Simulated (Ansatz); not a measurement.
Here is a crystal structure:

```
Ti Al
1.0
     3.81555    0.00000    0.00000
     0.00000    3.81555    0.00000
    -1.14466    0.00000   17.10799
Ti Al
4 12
Direct
  0.28125 0.00000 0.93750
  0.70625 0.50000 0.68750
  0.13125 0.00000 0.43750
  0.55625 0.50000 0.18750
  0.05625 0.00000 0.18750
  0.78125 0.50000 0.93750
  0.20625 0.00000 0.68750
  0.63125 0.50000 0.43750
  0.59375 0.00000 0.31250
  0.01875 0.50000 0.06250
  0.74375 0.00000 0.81250
  0.16875 0.50000 0.56250
  0.09375 0.50000 0.31250
  0.51875 0.00000 0.06250
  0.24375 0.50000 0.81250
  0.66875 0.00000 0.56250
```

Question: Summarise the structure in words.

Answer: The solid is TiAl3. Its lattice is primitive monoclinic, its space group Pm (No. 6). It has 16 atoms to the cell (4 Ti, 12 Al). Within bonding distance, the neighbour counts come to Ti 11 to 12 (mean 11.8) and Al 9 to 12 (mean 11.4).

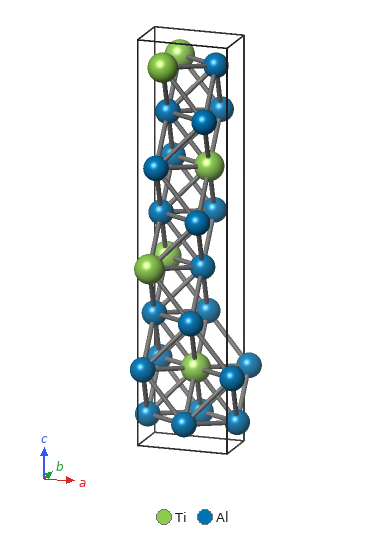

View slightly off an axis, drawn as a ball-and-stick model. Thin lines show the conventional unit cell, with boundary atoms drawn in all their periodic places. Colours: titanium green, aluminium blue.

Provenance: a structure listed in the Materials Project. The cell was then strained or its atoms displaced on purpose. A calculation with Ansatz used it as input.

At this level of theory the run's own cell isn't at rest (forces up to 3.7 eV/Å), so its distances can differ from those at equilibrium, the more so the softer the solid.
